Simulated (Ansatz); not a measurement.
Run report: AlNi3, single-point calculation (part 1 of 3)

AlNi3 (Fm-3m, 4 atoms in the cell), computed with DFT r2SCAN, scalar-relativistic, plane waves, PAW, spin-polarised (Ansatz 0.2.0).

The structure derives from a Materials Project entry.

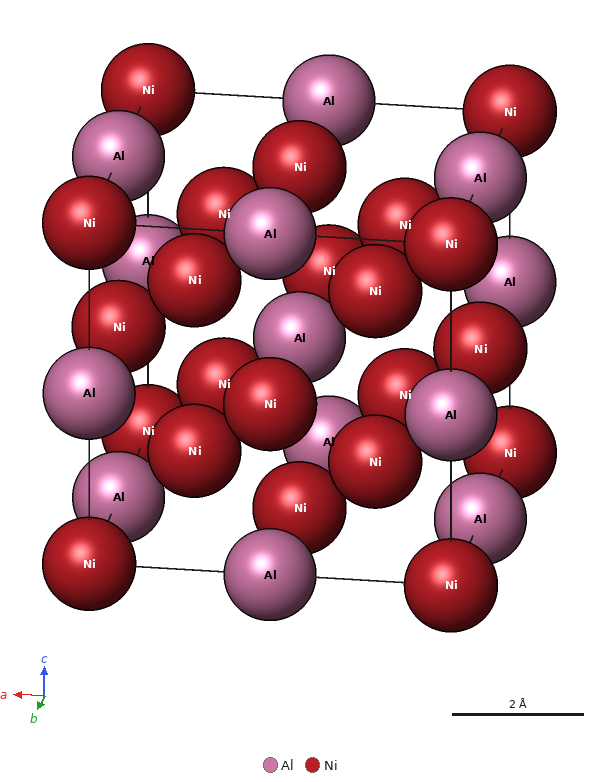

Figure 1. The structure as given in the input (spheres-only view of the cell 4 times as large as that of the calculation, set on its symmetry axes, seen at an oblique angle). An atom can appear more than once, as a periodic image.

Input file
```yaml
crystal:
  lattice:
    - [0.0, 2.8018887551, 2.8018887551]
    - [2.8018887551, 0.0, 2.8018887551]
    - [2.8018887551, 2.8018887551, 0.0]
  atoms:
    - { symbol: Al, position: [0.5, 0.5, 0.5] }
    - { symbol: Ni, position: [0.25, 0.25, 0.25] }
    - { symbol: Ni, position: [0.0, 0.0, 0.0], spin: 0.13 }
    - { symbol: Ni, position: [0.75, 0.75, 0.75] }
basis:
  ecutwfc: 500
kpoints:
  mp_grid: { grid: [14, 14, 14] }
hamiltonian:
  xc: r2scan
scf:
  occupations: { method: gaussian, width: 0.1 }
output:
  forces: true
  stress: true
  eigenvalues: true
  populations: true
  write_density: true
  write_potential: true
  elf: true
  volumetric_format: npy
magnetization:
  spin_polarized: true
```

Machine: 1 thread of Intel Xeon @ 2.50GHz (Skylake/Cascade Lake), 189 GiB of memory available, shared host.

Run as:
```bash
ansatz run input.yaml --threads 1 --pin off --max-ram 2560MiB --backend cpu --events-out ev --progress --plain --runs-dir out
```

Output
```
Engine: ansatz 0.2.0, x86_64-unknown-linux-gnu
Pseudopotentials: kind: paw
Pseudopotential: Al, paw, valence charge 3, recommended cutoff 500 eV (meta_gga), Al.paw.azcp
Pseudopotential: Ni, paw, valence charge 18, recommended cutoff 500 eV (meta_gga), Ni.paw.azcp
Functional definition: r2SCAN
  parameter k0 = 0.174
  parameter k1 = 0.065
  parameter a1 = 4.9479
  exchange = r2scan_x(k0 = k0, k1 = k1, a1 = a1)
  correlation = r2scan_c
Crystal: 4 atoms, lattice volume = 43.993 Å³
Basis set: ecut = 500 eV, 1139 PW (Γ), exchange–correlation on 120×120×120 points (64 copies of the dense FFT grid, shifted against one another)
Bands: 35, of which v1, the nominal top of the filled ones, is band 29 counted from 1 (28 counted from 0)
Symmetry: 48 space group operations
Space group: Fm-3m (ITA 225), of the structure as read, at distance tolerance 3.5e-5 Å
Magnetic group: BNS 225.116 (UNI 1618), of the structure as read, at distance tolerance 3.5e-5 Å
k-points: 104 of 2744
Non-local potential: Al, projectors of the file, l = 0: 2, l = 1: 2, l = 2: 1
Non-local potential: Ni, projectors of the file, l = 0: 3, l = 1: 2, l = 2: 3, l = 3: 1
PAW form: soft (Blöchl's): semilocal exchange-correlation on the pseudo side does not see the compensation charge
PAW frozen core: Al, regenerated for the run's functional (the file was generated under x = pbe(κ = 0.804, μ = 0.2195149727645171), c = pbe(β = 0.06672455060314922))
PAW frozen core: Ni, regenerated for the run's functional (the file was generated under x = pbe(κ = 0.804, μ = 0.2195149727645171), c = pbe(β = 0.06672455060314922))
PAW one-centre angular grid: Al, 302 points (default); XC on 160 Gauss nodes
PAW one-centre angular grid: Ni, 590 points (default); XC on 160 Gauss nodes
Initial density: superposition of atomic densities (chi_scale 0.1, normalization cell)
Starting moments: Σ|m| = 0.13 μB on 1 of 4 sites
Initial wavefunctions: pseudopotential atomic-orbital guess
Functional: x = r2scan, c = r2scan; τ floored in thin density (d = 2e-4 eV/Å³)
iter 1 solved again at ethr=9.18e-4 eV; its pass at ethr=3.10e-3 eV (dr2=5.23e-1 eV) is discarded
SCF iter   1: F=—  HF=-18073.779164 eV  |F-HF|=—  |Δ(HF+E_count)|=         —  Δρ=2.01e-2 (↑1.79e-2 ↓2.01e-2)  dr2=4.41e-1  dr2_τ=1.88e-2  dr2_m=2.24e-3  M=0.134 μB ∫|m|=0.173 μB  β_m=1.00  ethr=9.18e-4  ⟨swp⟩=3.8  Hψ=39782  notcnv=0
Mixer restart at iter 1: flushing history
preconditioner: auto → Kerker (q_TF=auto, 2.849 Å⁻¹)  [metal: Δε(μ)=0.001 eV  Ē_g=7.580 eV  σ=0.100 eV  W_gap=0.00  n_scr=14 (ndim 8)  ℏωp=32.2 eV  f_vac=0.000  D(μ)=4.17/eV (n_scr^D=58)]
spin=Collinear: Kerker preconditioning applied to the charge; magnetization (m = ρ↑ − ρ↓) channel mixes plain (no charge-response kernel on spin).
SCF iter   2: F=—  HF=-18073.807393 eV  |F-HF|=—  |Δ(HF+E_count)|=   2.82e-2  Δρ=1.69e-2 (↑1.69e-2 ↓1.66e-2)  dr2=4.03e-1  dr2_τ=1.14e-3  dr2_m=3.91e-4  M=0.136 μB ∫|m|=0.194 μB  β_m=1.00  ethr=7.73e-4  ⟨swp⟩=4.6  Hψ=16587  notcnv=0  defer=107  κ⁻¹=1.0e0(r=1)
SCF iter   3: F=—  HF=-18074.714710 eV  |F-HF|=—  |Δ(HF+E_count)|=   9.07e-1  Δρ=1.72e-2 (↑1.72e-2 ↓1.70e-2)  dr2=4.51e-1  dr2_τ=8.69e-4  dr2_m=1.62e-4  M=0.134 μB ∫|m|=0.198 μB  β_m=1.00  ethr=7.07e-4  ⟨swp⟩=2.0  Hψ=9862  notcnv=0  defer=267  κ⁻¹=2.5e-3(r=2)
SCF iter   4: F=—  HF=-18076.858179 eV  |F-HF|=—  |Δ(HF+E_count)|=    2.14e0  Δρ=1.09e-2 (↑1.09e-2 ↓1.06e-2)  dr2=2.82e-1  dr2_τ=7.39e-4  dr2_m=4.64e-5  M=0.124 μB ∫|m|=0.199 μB  β_m=1.00  ethr=7.07e-4  ⟨swp⟩=3.0  Hψ=13122  notcnv=0  defer=267  κ⁻¹=1.2e-3(r=3)
SCF iter   5: F=—  HF=-18077.691126 eV  |F-HF|=—  |Δ(HF+E_count)|=         —  Δρ=7.99e-3 (↑6.01e-3 ↓7.99e-3)  dr2=1.37e-1  dr2_τ=1.51e-4  dr2_m=1.08e-3  M=0.083 μB ∫|m|=0.181 μB  β_m=1.00  ethr=4.94e-4  ⟨swp⟩=3.1  Hψ=13288  notcnv=0  defer=270
Mixer restart at iter 5: flushing history
SCF iter   6: F=—  HF=-18077.701300 eV  |F-HF|=—  |Δ(HF+E_count)|=   1.02e-2  Δρ=5.20e-3 (↑4.81e-3 ↓5.20e-3)  dr2=8.09e-2  dr2_τ=1.36e-4  dr2_m=1.14e-4  M=0.076 μB ∫|m|=0.175 μB  β_m=0.30  ethr=2.41e-4  ⟨swp⟩=1.0  Hψ=8080  notcnv=0  defer=270  κ⁻¹=1.0e0(r=1)
SCF iter   7: F=—  HF=-18077.692513 eV  |F-HF|=—  |Δ(HF+E_count)|=   8.79e-3  Δρ=2.77e-3 (↑2.65e-3 ↓2.77e-3)  dr2=1.80e-2  dr2_τ=4.35e-5  dr2_m=4.62e-4  M=0.058 μB ∫|m|=0.157 μB  β_m=0.30  ethr=1.42e-4  ⟨swp⟩=2.0  Hψ=11763  notcnv=0  defer=276  κ⁻¹=4.0e-2(r=2)
SCF iter   8: F=—  HF=-18077.685316 eV  |F-HF|=—  |Δ(HF+E_count)|=   7.20e-3  Δρ=3.70e-3 (↑1.56e-3 ↓3.70e-3)  dr2=6.58e-3  dr2_τ=1.71e-5  dr2_m=6.13e-4  M=0.043 μB ∫|m|=0.140 μB  β_m=1.00  ethr=3.15e-5  ⟨swp⟩=2.0  Hψ=12539  notcnv=0  defer=277  κ⁻¹=8.4e-3(r=3)
SCF iter   9: F=—  HF=-18077.691369 eV  |F-HF|=—  |Δ(HF+E_count)|=   6.05e-3  Δρ=1.28e-3 (↑1.28e-3 ↓9.83e-4)  dr2=1.51e-3  dr2_τ=5.29e-6  dr2_m=3.95e-5  M=0.043 μB ∫|m|=0.133 μB  β_m=1.00  ethr=1.15e-5  ⟨swp⟩=2.4  Hψ=12870  notcnv=0  defer=275  κ⁻¹=1.8e-3(r=4)
SCF iter  10: F=—  HF=-18077.691332 eV  |F-HF|=—  |Δ(HF+E_count)|=   3.66e-5  Δρ=6.56e-4 (↑6.56e-4 ↓5.19e-4)  dr2=4.81e-4  dr2_τ=1.88e-6  dr2_m=7.97e-6  M=0.040 μB ∫|m|=0.124 μB  β_m=1.00  ethr=2.64e-6  ⟨swp⟩=1.3  Hψ=8024  notcnv=0  defer=276  κ⁻¹=1.8e-3(r=5)
SCF iter  11: F=—  HF=-18077.691280 eV  |F-HF|=—  |Δ(HF+E_count)|=   5.23e-5  Δρ=3.44e-4 (↑3.44e-4 ↓3.32e-4)  dr2=6.11e-5  dr2_τ=4.05e-7  dr2_m=3.81e-6  M=0.036 μB ∫|m|=0.114 μB  β_m=1.00  ethr=8.45e-7  ⟨swp⟩=2.0  Hψ=10359  notcnv=0  defer=276  κ⁻¹=1.3e-4(r=6)
SCF iter  12: F=—  HF=-18077.691427 eV  |F-HF|=—  |Δ(HF+E_count)|=   1.47e-4  Δρ=3.01e-4 (↑2.28e-4 ↓3.01e-4)  dr2=2.65e-5  dr2_τ=1.67e-7  dr2_m=1.00e-5  M=0.034 μB ∫|m|=0.109 μB  β_m=1.00  ethr=1.07e-7  ⟨swp⟩=2.1  Hψ=12801  notcnv=0  defer=275  κ⁻¹=4.3e-5(r=7)
SCF iter  13: F=—  HF=-18077.691445 eV  |F-HF|=—  |Δ(HF+E_count)|=   1.81e-5  Δρ=1.59e-4 (↑1.13e-4 ↓1.59e-4)  dr2=1.08e-6  dr2_τ=4.22e-8  dr2_m=7.03e-6  M=0.031 μB ∫|m|=0.101 μB  β_m=1.00  ethr=4.65e-8  ⟨swp⟩=2.0  Hψ=13251  notcnv=0  defer=275  κ⁻¹=3.4e-6(r=8)
SCF iter  14: F=—  HF=-18077.691474 eV  |F-HF|=—  |Δ(HF+E_count)|=   2.96e-5  Δρ=1.29e-4 (↑1.17e-4 ↓1.29e-4)  dr2=3.85e-6  dr2_τ=1.85e-8  dr2_m=4.91e-6  M=0.029 μB ∫|m|=0.094 μB  β_m=1.00  ethr=1.90e-9  ⟨swp⟩=2.4  Hψ=13696  notcnv=0  defer=275  κ⁻¹=1.4e-6(r=8)
SCF iter  15: F=—  HF=-18077.691521 eV  |F-HF|=—  |Δ(HF+E_count)|=   4.63e-5  Δρ=1.18e-4 (↑9.78e-5 ↓1.18e-4)  dr2=3.88e-6  dr2_τ=1.43e-8  dr2_m=3.33e-6  M=0.024 μB ∫|m|=0.079 μB  β_m=1.00  ethr=1.90e-9  ⟨swp⟩=3.0  Hψ=16392  notcnv=0  defer=276  κ⁻¹=2.3e-6(r=8)
SCF iter  16: F=—  HF=-18077.691520 eV  |F-HF|=—  |Δ(HF+E_count)|=   1.24e-6  Δρ=1.21e-4 (↑9.51e-5 ↓1.21e-4)  dr2=3.63e-6  dr2_τ=1.44e-8  dr2_m=3.44e-6  M=0.025 μB ∫|m|=0.080 μB  β_m=1.00  ethr=1.90e-9  ⟨swp⟩=2.0  Hψ=9825  notcnv=0  defer=276  κ⁻¹=1.2e-7(r=8)
SCF iter  17: F=—  HF=-18077.691513 eV  |F-HF|=—  |Δ(HF+E_count)|=   6.11e-6  Δρ=1.21e-4 (↑1.02e-4 ↓1.21e-4)  dr2=3.23e-6  dr2_τ=1.63e-8  dr2_m=3.84e-6  M=0.025 μB ∫|m|=0.080 μB  β_m=1.00  ethr=1.90e-9  ⟨swp⟩=2.0  Hψ=11541  notcnv=0  defer=276  κ⁻¹=4.0e-7(r=8)
SCF iter  18: F=—  HF=-18077.691590 eV  |F-HF|=—  |Δ(HF+E_count)|=   7.67e-5  Δρ=7.51e-5 (↑7.51e-5 ↓6.74e-5)  dr2=3.11e-7  dr2_τ=6.30e-9  dr2_m=1.93e-6  M=0.019 μB ∫|m|=0.062 μB  β_m=1.00  ethr=1.90e-9  ⟨swp⟩=3.0  Hψ=16017  notcnv=0  defer=276  κ⁻¹=2.1e-7(r=8)
SCF iter  19: F=—  HF=-18077.691585 eV  |F-HF|=—  |Δ(HF+E_count)|=   5.54e-6  Δρ=8.09e-5 (↑7.08e-5 ↓8.09e-5)  dr2=1.55e-7  dr2_τ=6.42e-9  dr2_m=2.27e-6  M=0.020 μB ∫|m|=0.064 μB  β_m=1.00  ethr=5.45e-10  ⟨swp⟩=2.1  Hψ=12499  notcnv=0  defer=276  κ⁻¹=4.8e-6(r=8)
SCF iter  20: F=—  HF=-18077.691630 eV  |F-HF|=—  |Δ(HF+E_count)|=   4.59e-5  Δρ=4.97e-5 (↑4.97e-5 ↓4.68e-5)  dr2=7.89e-8  dr2_τ=3.03e-9  dr2_m=9.02e-7  M=0.012 μB ∫|m|=0.040 μB  β_m=1.00  ethr=2.71e-10  ⟨swp⟩=4.0  Hψ=20500  notcnv=0  defer=276  κ⁻¹=2.4e-6(r=8)
SCF iter  21: F=—  HF=-18077.691656 eV  |F-HF|=—  |Δ(HF+E_count)|=   2.60e-5  Δρ=3.23e-5 (↑1.29e-5 ↓3.23e-5)  dr2=2.23e-7  dr2_τ=1.02e-9  dr2_m=1.36e-7  M=0.005 μB ∫|m|=0.015 μB  β_m=1.00  ethr=1.38e-10  ⟨swp⟩=4.1  Hψ=21396  notcnv=0  defer=276  κ⁻¹=1.7e-5(r=8)
SCF iter  22: F=—  HF=-18077.691658 eV  |F-HF|=—  |Δ(HF+E_count)|=   1.42e-6  Δρ=2.20e-5 (↑2.05e-5 ↓2.20e-5)  dr2=3.13e-7  dr2_τ=6.62e-10  dr2_m=1.04e-7  M=0.004 μB ∫|m|=0.012 μB  β_m=1.00  ethr=1.38e-10  ⟨swp⟩=3.0  Hψ=15520  notcnv=0  defer=276  κ⁻¹=1.9e-5(r=8)
SCF iter  23: F=—  HF=-18077.691660 eV  |F-HF|=—  |Δ(HF+E_count)|=   2.42e-6  Δρ=1.17e-5 (↑6.90e-6 ↓1.17e-5)  dr2=3.11e-8  dr2_τ=2.07e-10  dr2_m=2.79e-8  M=-0.001 μB ∫|m|=0.005 μB  β_m=1.00  ethr=1.38e-10  ⟨swp⟩=4.0  Hψ=20387  notcnv=0  defer=276  κ⁻¹=8.3e-5(r=8)
SCF iter  24: F=—  HF=-18077.691661 eV  |F-HF|=—  |Δ(HF+E_count)|=   2.56e-7  Δρ=5.54e-6 (↑4.73e-6 ↓5.54e-6)  dr2=1.87e-9  dr2_τ=5.70e-11  dr2_m=8.62e-9  M=0.001 μB ∫|m|=0.004 μB  β_m=1.00  ethr=5.45e-11  ⟨swp⟩=3.9  Hψ=19634  notcnv=0  defer=276  κ⁻¹=1.2e-4(r=8)
SCF iter  25: F=—  HF=-18077.691661 eV  |F-HF|=—  |Δ(HF+E_count)|=   2.19e-7  Δρ=3.06e-6 (↑3.06e-6 ↓2.22e-6)  dr2=1.51e-9  dr2_τ=3.61e-11  dr2_m=1.40e-9  M=0.000 μB ∫|m|=0.001 μB  β_m=1.00  ethr=3.28e-12  ⟨swp⟩=4.0  Hψ=20292  notcnv=0  defer=276  κ⁻¹=8.5e-5(r=8)
SCF iter  26: F=—  HF=-18077.691661 eV  |F-HF|=—  |Δ(HF+E_count)|=   2.03e-8  Δρ=3.23e-6 (↑1.13e-6 ↓3.23e-6)  dr2=2.98e-9  dr2_τ=2.29e-11  dr2_m=1.40e-9  M=-0.001 μB ∫|m|=0.002 μB  β_m=1.00  ethr=2.65e-12  ⟨swp⟩=4.0  Hψ=21010  notcnv=0  defer=276  κ⁻¹=4.8e-5(r=8)
SCF iter  27: F=—  HF=-18077.691661 eV  |F-HF|=—  |Δ(HF+E_count)|=   5.43e-8  Δρ=9.52e-7 (↑6.49e-7 ↓9.52e-7)  dr2=4.09e-10  dr2_τ=3.49e-12  dr2_m=4.07e-11  M=-0.000 μB ∫|m|=0.000 μB  β_m=1.00  ethr=2.65e-12  ⟨swp⟩=3.5  Hψ=19364  notcnv=0  defer=276  κ⁻¹=2.5e-6(r=8)
SCF iter  28: F=—  HF=-18077.691661 eV  |F-HF|=—  |Δ(HF+E_count)|=   1.86e-8  Δρ=5.13e-6 (↑5.13e-6 ↓2.19e-6)  dr2=2.01e-8  dr2_τ=4.08e-11  dr2_m=9.49e-10  M=0.000 μB ∫|m|=0.001 μB  β_m=1.00  ethr=1.00e-12  ⟨swp⟩=10.8  Hψ=57988  notcnv=0  κ⁻¹=5.5e-6(r=8)
SCF iter  29: F=-18077.691661 eV  HF=-18077.691661 eV  |F-HF|=1.96e-9  |Δ(HF+E_count)|=   2.03e-8  Δρ=1.44e-6 (↑1.44e-6 ↓1.36e-6)  dr2=2.60e-9  dr2_τ=3.10e-12  dr2_m=1.16e-11  M=-0.000 μB ∫|m|=0.000 μB  ethr=1.00e-12  ⟨swp⟩=9.9  Hψ=53373  notcnv=0
SCF 1 converged in 29 iterations: F = -18077.691661 eV  dr2 = 2.60e-9
  greatest PAW one-centre occupation: 1.001 electrons in one spin orbital (limit 2), on the Ni atom at site 2 (counted from 0), in its partial waves of l = 1
Starting moments: Σ|m| = 6 μB on 3 of 4 sites
```
